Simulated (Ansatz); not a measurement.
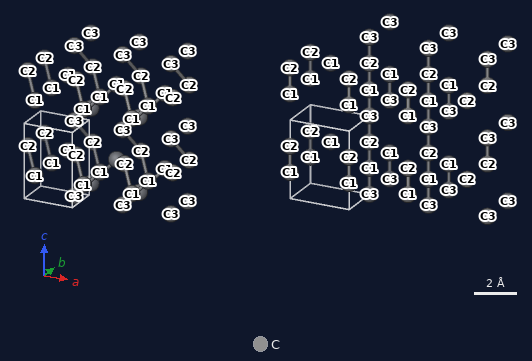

Two geometries of a crystal of C (built on the trigonal selenium_152 type) (coarse preliminary run), drawn at one scale. One is the start of a relaxation, the other its converged end. The picture is a ball-and-stick view of the cell of the calculation, repeated 3 × 2 × 2 with one cell outlined, seen slightly off an axis.

These are results of DFT PBEsol, scalar-relativistic, plane waves, PAW (Ansatz), not measurements. Set-up: plane-wave cutoff 420 eV; k-point mesh 6 × 6 × 6; occupations gaussian; smearing width 0.1 eV; no spin polarisation; cell and atoms relaxed; force threshold 0.04 eV/Å; at most 70 steps.

Which geometry has the lower energy?

The right one is the relaxed one. Case: trigonal selenium type (P3_121, No. 152). The largest moves relative to the cell, 0.89 Å, are those of C1, C2 and C3. C2 goes along −b. The drawn cell changes as follows: a = b 3.239 → 3.958 Å (+22.2 %), c 3.675 → 3.840 Å (+4.5 %); the volume changes by +56.1 %. Among the contacts that change: C1–C2 1.760 → 1.280 Å. Bond angles that change, for instance: C2–C1–C3 103.1° → 180.0°. The space group (tolerance 0.01 Å) goes from P3_121 (No. 152) to P6/mmm (No. 191). Over 15 accepted moves (18 points after the start) the energy falls by 7.480 eV per cell of the calculation. Largest force component: 3.7 eV/Å at the start, 0.00051 eV/Å at the end. Pressure: −48.42 GPa at the start and 0.08 GPa at the end. At 3 points the geometry stayed and the basis and grid were re-selected for the new cell (energy shift of 64.9 meV per cell of the calculation at most each time). The run took roughly 28 core-seconds on a shared host.
